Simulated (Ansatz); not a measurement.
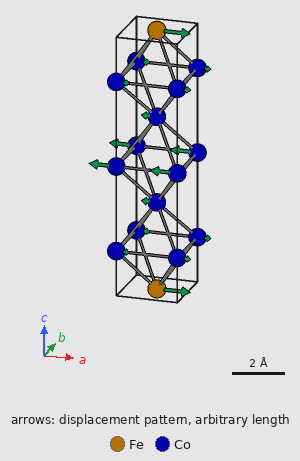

One vibrational mode of solid FeCo₅ (a generated structure) at the zone centre. The green arrows give the relative displacements of the atoms. Style: ball-and-stick. Shown: the cell of the calculation, from a free direction.

These are results of Ansatz 0.2.0, DFT PBE, scalar-relativistic, plane waves, PAW, not measurements.

The input:
```yaml
crystal:
  lattice:
    - [2.4945790278, 0.0, 0.0]
    - [0.0, 2.4945790278, 0.0]
    - [0.0, 0.0, 10.6747704397]
  atoms:
    - { symbol: Fe, position: [0.5, 0.5, 0.0], spin: 2.82 }
    - { symbol: Co, position: [0.0, 0.0, 0.8271835284], spin: 1.85 }
    - { symbol: Co, position: [0.5, 0.5, 0.6656578589], spin: 1.9 }
    - { symbol: Co, position: [0.0, 0.0, 0.5], spin: 1.92 }
    - { symbol: Co, position: [0.5, 0.5, 0.3343421411], spin: 1.9 }
    - { symbol: Co, position: [0.0, 0.0, 0.1728164716], spin: 1.85 }
basis:
  ecutwfc: 420
kpoints:
  mp_grid: { grid: [14, 14, 4] }
hamiltonian:
  xc: pbe
scf:
  occupations: { method: gaussian, width: 0.2 }
output:
  eigenvalues: true
  populations: true
magnetization:
  spin_polarized: true
phonons:
  method: dfpt
  eigenvectors: true
```

Command:
```bash
ansatz run input.yaml --threads 4 --pin off --max-ram 8192MiB --backend cpu --events-out ev --progress --plain --runs-dir out
```

The frequencies depend somewhat on the k-mesh and the smearing.

Question: What mode is this, and where does it lie in the spectrum?

Answer: This is the E_u mode (doubly degenerate; one member of the set is drawn) at 117 cm⁻¹, optical level 2 of 10, counted from below, infrared-active by symmetry. The Fe and Co (2g) sublattices move against the Co (1b) and Co (2h) sublattices, along a; the kinetic energy is shared as Co 51 %, Fe 49 %. The crystal is a metal, so free carriers screen the infrared response.
